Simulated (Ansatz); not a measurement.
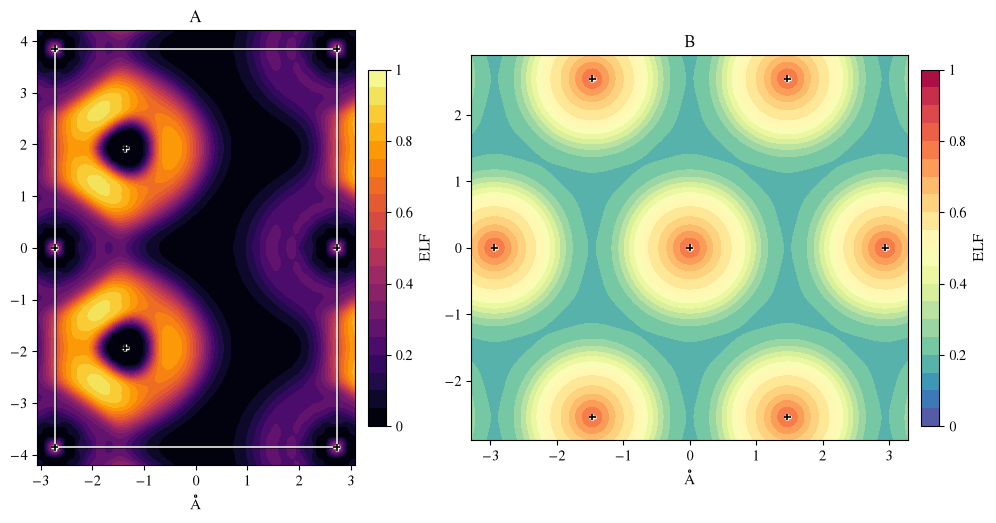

The ELF of 2 systems, each on a plane through atoms (crosses mark nuclei in the plane).

The calculation used DFT PBE, scalar-relativistic, plane waves, PAW in Ansatz.

System 1: Au, the (001) plane of the calculation cell. Space group Fm-3m.

```yaml
crystal:
  lattice:
    - [2.07904, -2.07904, 0.00000]
    - [2.07904, 0.00000, -2.07904]
    - [8.31616, 8.31616, 8.31616]
  atoms:
    - { symbol: Au, position: [0.66667, 0.66667, 0.16667] }
    - { symbol: Au, position: [0.00000, 0.00000, 0.00000] }
    - { symbol: Au, position: [0.33333, 0.33333, 0.33333] }
    - { symbol: Au, position: [0.66667, 0.66667, 0.66667] }
    - { symbol: Au, position: [0.00000, 0.00000, 0.50000] }
    - { symbol: Au, position: [0.33333, 0.33333, 0.83333] }
```

System 2: GaP, the (011) plane of the conventional cell. Space group F-43m; computed pressure about 3 GPa in this cell.

> Which map belongs to which system?

Panel A is system 2, GaP: the plane holds Ga and P. Ga–P (2.36 Å): the ELF peaks at about 0.90 in the valence shell of P, 0.9 Å from its nucleus, and is about 0.75 at the midpoint. Panel B is system 1, Au: the plane holds Au. Au–Au (2.94 Å): the ELF is about 0.20 at the midpoint (no localised pair shows between them).
